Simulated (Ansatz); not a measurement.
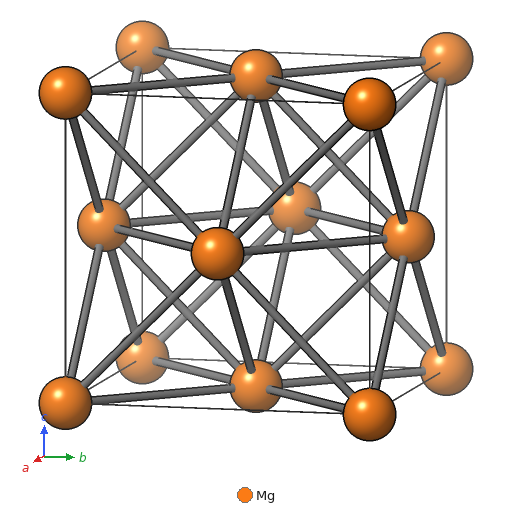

System: Mg, space group Fm-3m (No. 225). The picture shows the conventional cell.

Starting cell:
```xyz
1
Lattice="0.0000 2.2443 2.2443 2.2443 0.0000 2.2443 2.2443 2.2443 0.0000" Properties=species:S:1:pos:R:3 pbc="T T T"
Mg    0.0000    0.0000    0.0000
```

Input of one of the runs behind the figure:
```
crystal:
  lattice:
    - [0.0, 2.244256, 2.244256]
    - [2.244256, 0.0, 2.244256]
    - [2.244256, 2.244256, 0.0]
  atoms:
    - { symbol: Mg, position: [0.0, 0.0, 0.0] }
kpoints:
  mp_grid: { grid: [16, 16, 16] }
  band_path:
    path:
      - [0.0, 0.0, 0.0]
      - [0.5, 0.0, 0.5]
      - [0.625, 0.25, 0.625]
      - [0.375, 0.375, 0.75]
      - [0.0, 0.0, 0.0]
      - [0.5, 0.5, 0.5]
      - [0.5, 0.25, 0.75]
      - [0.5, 0.0, 0.5]
    npoints: 14
scf:
  occupations: { method: fermi_dirac, width: 0.03 }
hamiltonian:
  xc: pbe
  pseudopotentials: { kind: paw }
output:
  forces: true
  stress: true
  eigenvalues: true
  efg: { contact_densities: true }
  populations: true
  bader: true
  dos: { projected: true, de: 0.2, e_range: [-14, 8] }
  write_density: true
  write_potential: true
  elf: true
  volumetric_format: npy
```

Run as:
```bash
ansatz run input.yaml --threads 1 --pin off --max-ram 3072MiB --backend cpu --events-out ev --progress --plain --runs-dir out
```

Computed with Ansatz 0.2.0: periodic Kohn-Sham DFT of a crystal at fixed atoms, scaled to the stated factor times the given cell; pressure positive in compression. Level: PBE.

| setting | value |
| --- | --- |
| method | frozen-core PAW |
| relativity | scalar |
| k mesh | 16×16×16 |
| occupations | Fermi–Dirac |
| smearing width | 0.03 eV |
| wave cutoff | 420 eV |
| PAW set | soft_2 |

V(given) is 22.61 Å³/atom.

Predict the pressure against V/V(given). The V/V(given) takes the values 0.9400, 0.9405, 0.9600, 0.9800, 0.9900, 1.0000, 1.0100, 1.0200, 1.0400, 1.0600.

The pressure falls from 3.532 GPa at V/V(given) 0.9400 to −1.168 GPa at 1.0600, and changes sign near 1.023. The volume at zero pressure from a fit of the pressures is 23.1 Å³/atom. The bulk modulus from that fit is 35.4 GPa.

| V/V(given) | pressure (GPa) |
| --- | --- |
| 0.9400 | 3.532 |
| 0.9405 | 3.507 |
| 0.9600 | 2.550 |
| 0.9800 | 1.657 |
| 0.9900 | 1.242 |
| 1.0000 | 0.846 |
| 1.0100 | 0.469 |
| 1.0200 | 0.109 |
| 1.0400 | −0.560 |
| 1.0600 | −1.168 |

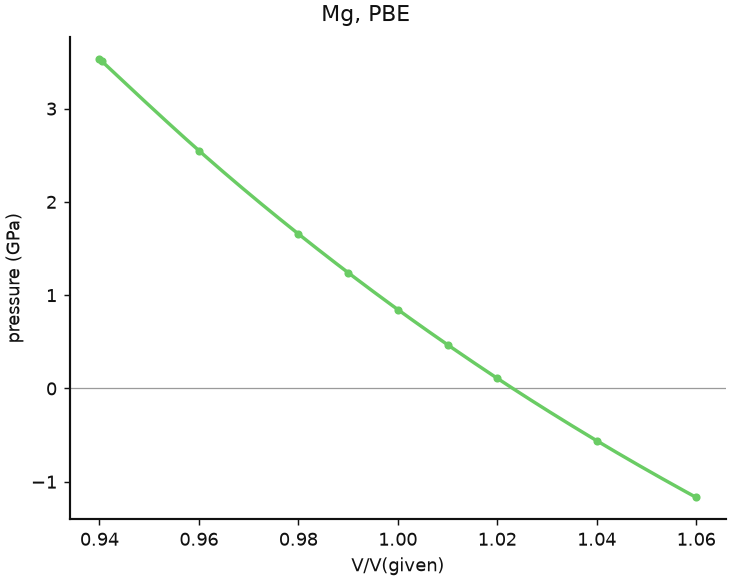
